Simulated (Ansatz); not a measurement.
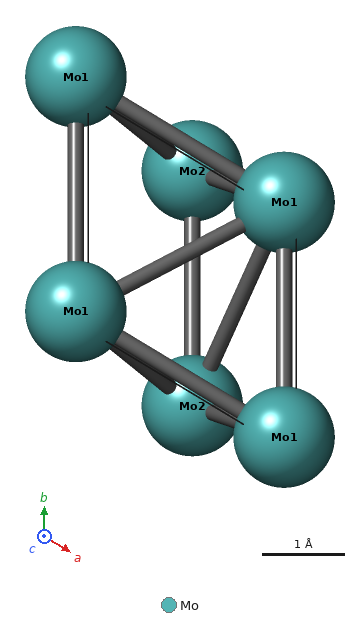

**Figure 1.** The input geometry of the first run (ball-and-stick view of the cell of the calculation, set on other vectors, along the c axis; atoms are numbered from 1 in the order of the input). Near neighbours in the crystal (not all of them lie inside the picture): Mo has 12 Mo at 2.74 to 3.22 Å.

**Mo: a changed input and its effect**

System: Mo (P-1, 2 atoms in the cell).
Method of the first run: DFT with PBE, PAW plane waves, no spin polarisation (Ansatz 0.2.0).

The structure is a deliberately distorted cell. Text and figures count atoms from 1; the logs count them from 0 in places.

## Input, the first run
```yaml
crystal:
  lattice:
    - [-2.122493, 4.226707, 2.060228]
    - [2.122937, -0.022448, 2.105567]
    - [2.102952, 2.104814, -0.002462]
  atoms:
    - { symbol: Mo, position: [0.941854, 0.891744, 0.999345] }
    - { symbol: Mo, position: [0.442292, 0.493763, 0.058031] }
kpoints:
  mp_grid: { grid: [4, 7, 7], shift: [0.5, 0.0, 0.0] }
magnetization:
  spin_polarized: false
scf:
  occupations: { method: gaussian, width: 0.0493 }
hamiltonian:
  pseudopotentials: { kind: paw }
  xc: pbe
basis:
  ecutwfc: 420
output:
  forces: true
  stress: true
  eigenvalues: true
  write_density: true
  write_potential: true
  elf: true
  volumetric_format: npy
```

Command:
```bash
ansatz run input.yaml --threads 1 --pin off --max-ram 2560MiB --backend cpu --events-out ev --progress --plain --runs-dir out
```

Hardware: 1 thread of an x86-64 CPU, shared host.

## Output, shortened to warnings, some set-up lines, iterations and results (the first run)
```
Basis set: ecut = 420 eV, 705 PW (Γ), exchange–correlation on 72×40×40 points (8 copies of the dense FFT grid, shifted against one another)
Symmetry: 2 space group operations
k-points: 98 of 196
Initial density: superposition of atomic densities (neutral atoms: chi_scale 0, normalization atom), corrected by the library's trained network
[...]
SCF iter   1: F=—  HF=-9910.712031 eV  |F-HF|=—  |Δ(HF+E_count)|=         —  Δρ=5.15e-3  dr2=6.63e-3  ethr=1.77e-3  ⟨swp⟩=5.3  Hψ=7872  notcnv=0
SCF iter   2: F=—  HF=-9910.711862 eV  |F-HF|=—  |Δ(HF+E_count)|=   1.69e-4  Δρ=2.93e-3  dr2=2.23e-3  ethr=2.37e-5  ⟨swp⟩=1.4  Hψ=2748  notcnv=0
SCF iter   3: F=—  HF=-9910.711742 eV  |F-HF|=—  |Δ(HF+E_count)|=   1.20e-4  Δρ=3.60e-4  dr2=3.31e-5  ethr=7.98e-6  ⟨swp⟩=2.0  Hψ=2358  notcnv=0
SCF iter   4: F=—  HF=-9910.711739 eV  |F-HF|=—  |Δ(HF+E_count)|=   3.49e-6  Δρ=8.16e-5  dr2=1.79e-6  ethr=1.18e-7  ⟨swp⟩=2.4  Hψ=3135  notcnv=0
SCF iter   5: F=—  HF=-9910.711739 eV  |F-HF|=—  |Δ(HF+E_count)|=   3.36e-7  Δρ=2.28e-5  dr2=1.12e-7  ethr=6.41e-9  ⟨swp⟩=2.9  Hψ=3086  notcnv=0
SCF iter   6: F=-9910.711739 eV  HF=-9910.711739 eV  |F-HF|=9.62e-10  |Δ(HF+E_count)|=   9.52e-9  Δρ=3.61e-6  dr2=4.19e-9  ethr=3.57e-10  ⟨swp⟩=7.2  Hψ=9540  notcnv=0
SCF 1 converged in 6 iterations: F = -9910.711739 eV  dr2 = 4.19e-9
SCF converged after 6 iterations
Free energy (F): -9910.711739 eV
Harris-Foulkes:  -9910.711739 eV  (|F-HF|=9.62e-10)
Internal energy: -9910.707087 eV  (E = F + TS)
E sigma→0 (E₀):  -9910.709413 eV
Entropy (-TS):   -0.004652 eV (-2.326 meV/atom)
Fermi energy:    16.749919 eV
--- Per-component energies (eV) ---
  E_band       = -216.507724
  E_kinetic    = 870.566817
  E_local      = -1839.196127  (includes V_loc(G=0)·N_el)
  E_nonlocal   = 285.395507
  E_hartree    = 602.643132
  E_xc         = -362.353080
  E_vxc        = -451.754335  (∫ρ·V_xc dr)
  E_paw        = -6401.771346  (= ΣΔE_a)
  E_vpaw       = -286.807539  (= ΣTr[D̂ρ^β])
  E_aug_tail   = 0.000086  (compensation charges beyond the density's cutoff)
  E_ewald      = -3065.992075
  E_smearing   = -0.004652  (= −TS)
  E_closure    = 0.000000  (closes the sum)
  Σ components = -9910.711739   (vs F -9910.711739, Δ=0.00e0)
--- Forces (eV/Å), atoms counted from 1 ---
  atom   1  Mo    -0.04090315    -0.14950978    -0.12768831
  atom   2  Mo     0.04090315     0.14950978     0.12768831
  max |Σ_I F_I| component: 0.00e0 eV/Å
--- Stress (GPa, compression-positive) ---
      -30.224970      -0.380464      -0.946982
       -0.380464     -22.560908      -1.946101
       -0.946981      -1.946101     -25.091236
  P = ⅓ Tr σ = -25.9590 GPa (-259.590 kbar)
```

The input of the second run differs as follows (lines with − go, lines with + come):
```diff
-  mp_grid: { grid: [4, 7, 7], shift: [0.5, 0.0, 0.0] }
+  mp_grid: { grid: [4, 7, 7], shift: [0.5, 0.5, 0.5] }
+  dispersion: d4
-  write_density: true
-  write_potential: true
-  elf: true
-  volumetric_format: npy
```

Predict how the results change.

The total energies belong to different models, so their difference says nothing on which is more stable or more accurate. The pressure goes from −25.96 to −29.89 GPa. The largest force goes from 0.201 to 0.174 eV/Å. The number of SCF iterations is the same.

## Output, shortened to warnings, some set-up lines, iterations and results (the second run)
```
Basis set: ecut = 420 eV, 705 PW (Γ), exchange–correlation on 72×40×40 points (8 copies of the dense FFT grid, shifted against one another)
Symmetry: 2 space group operations
k-points: 98 of 196
Initial density: superposition of atomic densities (neutral atoms: chi_scale 0, normalization atom), corrected by the library's trained network
[...]
SCF iter   1: F=—  HF=-9911.750881 eV  |F-HF|=—  |Δ(HF+E_count)|=         —  Δρ=4.20e-3  dr2=3.74e-3  ethr=1.77e-3  ⟨swp⟩=5.2  Hψ=7882  notcnv=0
SCF iter   2: F=—  HF=-9911.751316 eV  |F-HF|=—  |Δ(HF+E_count)|=   4.35e-4  Δρ=2.41e-3  dr2=1.33e-3  ethr=1.34e-5  ⟨swp⟩=1.4  Hψ=2748  notcnv=0
SCF iter   3: F=—  HF=-9911.751391 eV  |F-HF|=—  |Δ(HF+E_count)|=   7.58e-5  Δρ=2.98e-4  dr2=2.40e-5  ethr=4.74e-6  ⟨swp⟩=2.0  Hψ=2357  notcnv=0
SCF iter   4: F=—  HF=-9911.751390 eV  |F-HF|=—  |Δ(HF+E_count)|=   1.45e-6  Δρ=7.52e-5  dr2=1.62e-6  ethr=8.57e-8  ⟨swp⟩=2.4  Hψ=3093  notcnv=0
SCF iter   5: F=—  HF=-9911.751390 eV  |F-HF|=—  |Δ(HF+E_count)|=   3.04e-7  Δρ=2.30e-5  dr2=1.15e-7  ethr=5.77e-9  ⟨swp⟩=3.0  Hψ=3031  notcnv=0
SCF iter   6: F=-9911.751390 eV  HF=-9911.751390 eV  |F-HF|=5.75e-10  |Δ(HF+E_count)|=   3.89e-9  Δρ=3.64e-6  dr2=3.94e-9  ethr=3.57e-10  ⟨swp⟩=4.1  Hψ=5346  notcnv=0
SCF 1 converged in 6 iterations: F = -9911.751390 eV  dr2 = 3.94e-9
SCF converged after 6 iterations
Free energy (F): -9911.751390 eV
Harris-Foulkes:  -9911.751390 eV  (|F-HF|=5.75e-10)
Internal energy: -9911.747671 eV  (E = F + TS)
E sigma→0 (E₀):  -9911.749531 eV
Entropy (-TS):   -0.003718 eV (-1.859 meV/atom)
Fermi energy:    16.752853 eV
--- Per-component energies (eV) ---
  E_band       = -216.961002
  E_kinetic    = 870.349182
  E_local      = -1838.422773  (includes V_loc(G=0)·N_el)
  E_nonlocal   = 285.231892
  E_hartree    = 602.169961
  E_xc         = -362.341540
  E_vxc        = -451.737262  (∫ρ·V_xc dr)
  E_paw        = -6401.713491  (= ΣΔE_a)
  E_vpaw       = -286.723872  (= ΣTr[D̂ρ^β])
  E_aug_tail   = 0.000086  (compensation charges beyond the density's cutoff)
  E_ewald      = -3065.992075
  E_disp       = -1.028912  (pairwise vdW)
  E_smearing   = -0.003718  (= −TS)
  E_closure    = -0.000000  (closes the sum)
  Σ components = -9911.751390   (vs F -9911.751390, Δ=0.00e0)
--- Forces (eV/Å), atoms counted from 1 ---
  atom   1  Mo     0.01148403    -0.13525643    -0.10855673
  atom   2  Mo    -0.01148403     0.13525643     0.10855673
  max |Σ_I F_I| component: 0.00e0 eV/Å
--- Stress (GPa, compression-positive) ---
      -33.167267       0.281881       0.376505
        0.281882     -26.906398      -0.900083
        0.376506      -0.900082     -29.581633
  P = ⅓ Tr σ = -29.8851 GPa (-298.851 kbar)
```

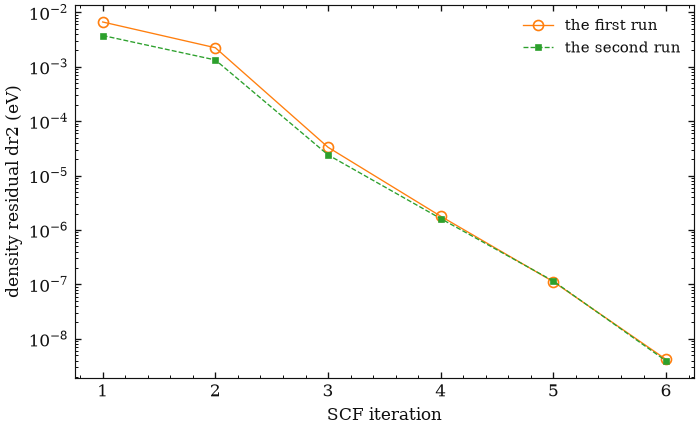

**Figure 2.** Convergence of the two runs: density residual dr2 against the SCF iteration. The first run takes 6 iterations in all, and the second run takes 6.

## The two runs side by side

| quantity | the first run | the second run |
| --- | --- | --- |
| outcome | converged | converged |
| free energy per atom (eV) | −4955.3559 | −4955.8757 |
| energy per atom, smearing taken to zero (eV) | −4955.3547 | −4955.8748 |
| pressure (GPa) | −25.96 | −29.89 |
| largest force (eV/Å) | 0.201 | 0.174 |
| SCF iterations | 6 | 6 |
| irreducible k-points | 98 | 98 |
| plane waves at Γ | 705 | 705 |
| wall time (shared host) | 4.2 s | 3.4 s |

For the first run: The cell is under a tension of 26 GPa at this level, so it is not at its equilibrium volume. For the second run: The cell is under a tension of 30 GPa at this level, so it is not at its equilibrium volume.
